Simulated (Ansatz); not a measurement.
Structure data:

```xyz
2
Lattice="2.5352 0.0000 0.0000 -1.2676 2.1955 0.0000 0.0000 0.0000 4.6421" Properties=species:S:1:pos:R:3 pbc="T T T"
V     1.2676    0.7318    3.4816
V     0.0000    1.4637    1.1605
```

Before looking at a picture, describe the arrangement of atoms.

The element is vanadium. It is primitive hexagonal, space group P6_3/mmc (No. 194). This arrangement goes by the name hexagonal close-packed (Mg type). The cell holds two atoms. V is coordinated by twelve V in a distorted anticuboctahedral arrangement at 2.54 to 2.74 Å. The bonds build a three-dimensional framework.

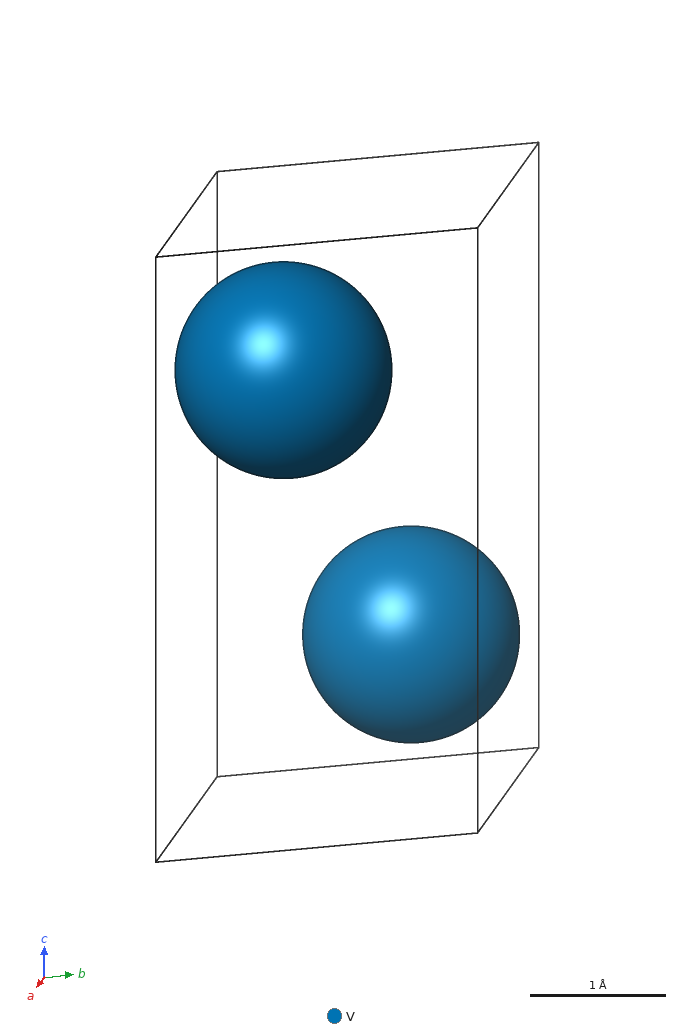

This spheres-only model is shown slightly off an axis. Thin lines show the conventional unit cell, with boundary atoms drawn in all their periodic places. Colours: vanadium blue.

It goes back to a structure listed in the Materials Project. The cell was then strained or its atoms displaced on purpose. Ansatz was used for an electronic-structure calculation on it.

At this level of theory the cell isn't at rest (compressed, at 6 GPa), so its distances can differ from those at equilibrium, the more so the softer the solid.
